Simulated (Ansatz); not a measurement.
Consider Al$_{2}$Cu.

Input file:

```
crystal:
  lattice:
    - [-2.1195350899, 2.1195350899, 2.7563729399]
    - [2.1195350899, -2.1195350899, 2.7563729399]
    - [2.065148717, 2.065148717, -2.7563729399]
  atoms:
    - { symbol: Al, position: [0.75, 0.25, 0.5] }
    - { symbol: Al, position: [0.25, 0.75, 0.5] }
    - { symbol: Cu, position: [0.5, 0.5, 0.0] }
basis:
  ecutwfc: 520.0
kpoints:
  mp_grid: { grid: [14, 14, 14] }
hamiltonian:
  xc: pbe
  pseudopotentials: { kind: paw, azcp: { folder: soft_1 } }
scf:
  occupations: { method: gaussian, width: 0.15 }
output:
  forces: true
  stress: true
  eigenvalues: true
  write_density: true
  write_potential: true
  elf: true
  volumetric_format: npy
```

Launched as:

```sh
ansatz run input.yaml --threads 2 --pin off --max-ram 4096MiB --backend cpu --events-out ev --progress --plain --runs-dir out
```

Below, planes, directions and counts refer to the conventional cell (a = 5.51 Å, b = 5.84 Å, c = 5.99 Å, α = 90.00°, β = 90.00°, γ = 90.00°).

Space group Fmmm; a point of a scan over the structure, not its minimum; a structure from a database of computed crystals, not necessarily the ambient phase; changed on purpose from its base cell (strain +e along x and -e along y -0.0133, strain +e along z and -e/2 along x and y -0.0467); computed without spin polarisation; PAW files of the earlier set (soft_1).

Method: Ansatz, DFT PBE, scalar-relativistic, plane waves, PAW.

What will maps of the valence pseudo-density and electron localisation function show?

Al–Cu (2.51 Å): ρ at the midpoint is about 0.31 e/Å³; the ELF peaks at about 0.70 between the atoms.

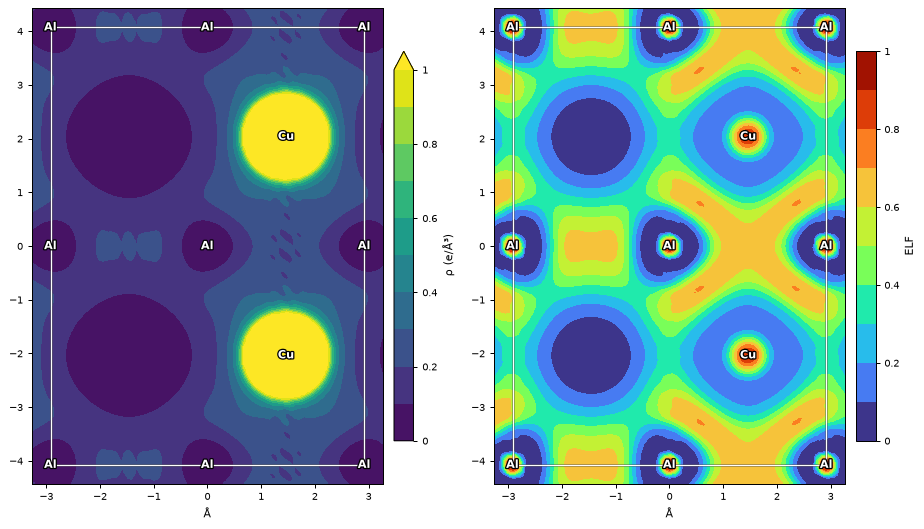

Computed valence pseudo-density and electron localisation function on the (101) plane of the conventional cell, in this order. 

Core electrons are frozen (PAW), and the valence fields are smoothed inside the atomic spheres.
